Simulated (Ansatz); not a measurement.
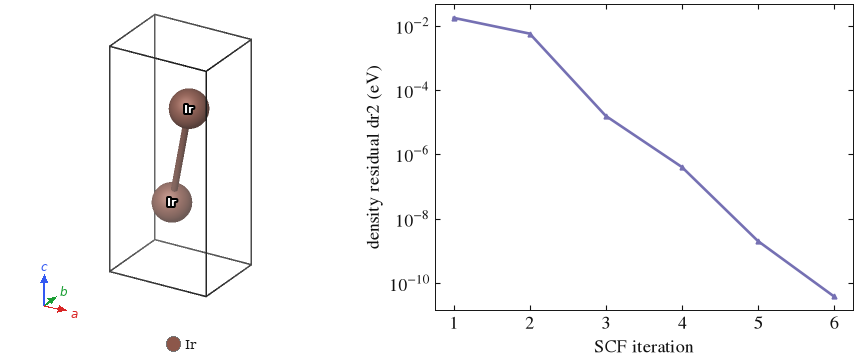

Beside the plot: the structure in its conventional cell.

The plot shows the SCF iterations of a calculation: density residual dr2. The starting density is a sum of atomic densities corrected by a trained network.

Ir (2 atoms in the cell), run with Ansatz.

```
crystal:
  lattice:
    - [2.7513778946, 0.0, 0.0]
    - [-1.3756889473, 2.3827631521, 0.0]
    - [0.0, 0.0, 4.39535565]
  atoms:
    - { symbol: Ir, position: [0.6666666667, 0.3333333333, 0.75] }
    - { symbol: Ir, position: [0.3333333333, 0.6666666667, 0.25] }
basis:
  ecutwfc: 420
  ecutrho_ratio: 2
kpoints:
  mp_grid: { grid: [18, 18, 12] }
hamiltonian:
  xc: pbesol
scf:
  occupations: { method: gaussian, width: 0.15 }
  max_iter: 50
output:
  forces: true
  eigenvalues: true
  stress: true
```

Command:
```bash
ansatz run input.yaml --threads 1 --pin off --max-ram 2560MiB --backend cpu --events-out ev --progress --plain --runs-dir out
```

**How did this run end?**

The run converged; it took 6 iterations. The residual falls at every step. The program put off closing at iteration 5, as it still lacked some of its checks.

**Read the residual at the first and at the last step drawn.**

It starts near 0.02 and ends near 4 × 10⁻¹¹ eV.

**Is anything amiss with this input?**

The input holds an odd setting (a density cutoff under four times that of the waves), but it does no harm here: the energy lies within 1 meV per atom of a run with usual settings.
